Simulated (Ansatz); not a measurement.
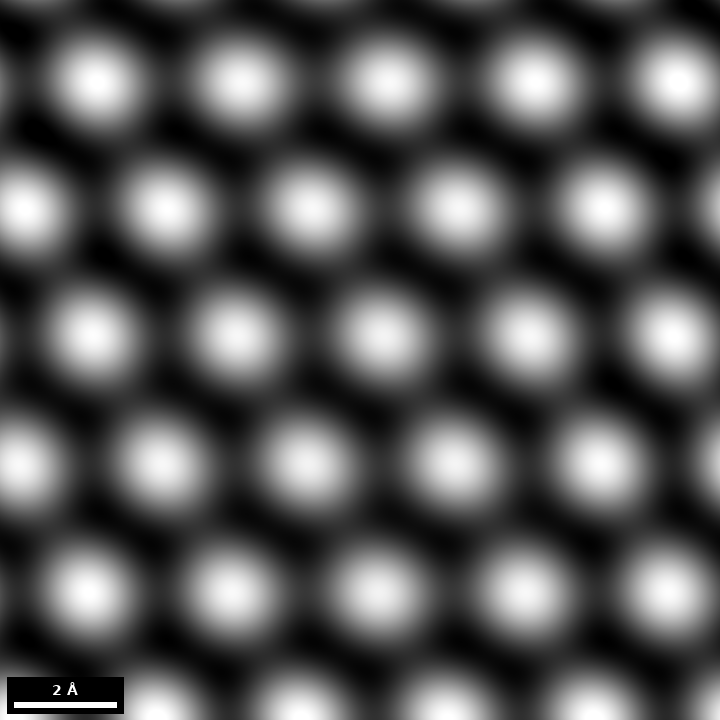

Phase-contrast TEM-like image of Ta (R-3m, No. 166). Simulated in the weak-phase-object approximation with neutral-atom potentials: 200 kV, Cs = 0.60 mm, defocus −465 Å (negative is underfocus), defocus spread 20 Å, aperture 0.49 1/Å. Structure: the end point of a relaxation with DFT PBEsol, scalar-relativistic, plane waves, PAW (Ansatz); the starting structure was generated, so it need not be a known form of this composition.

```yaml
crystal:
  lattice:
    - [2.87453, 0.00000, 0.00000]
    - [-1.43727, 2.48942, 0.00000]
    - [0.00000, 0.00000, 22.82042]
  atoms:
    - { symbol: Ta, position: [0.00000, 0.00000, 0.00000] }
    - { symbol: Ta, position: [0.33333, 0.66667, 0.88890] }
    - { symbol: Ta, position: [0.00000, 0.00000, 0.77776] }
    - { symbol: Ta, position: [0.66667, 0.33333, 0.33333] }
    - { symbol: Ta, position: [0.00000, 0.00000, 0.22224] }
    - { symbol: Ta, position: [0.66667, 0.33333, 0.11110] }
    - { symbol: Ta, position: [0.33333, 0.66667, 0.66667] }
    - { symbol: Ta, position: [0.66667, 0.33333, 0.55557] }
    - { symbol: Ta, position: [0.33333, 0.66667, 0.44443] }
```

Which beam direction gives this image, [121], [100], [201] or [211]? (Directions equivalent by symmetry count as one.)

[211]. The projected cells are 0.54 × 1.46 Å, 101° for [121]; 2.49 × 7.65 Å, 96° for [100]; 0.95 × 2.47 Å, 100° for [201]; 2.83 × 2.83 Å, 119° for [211], and the image repeats as the [211] one does.
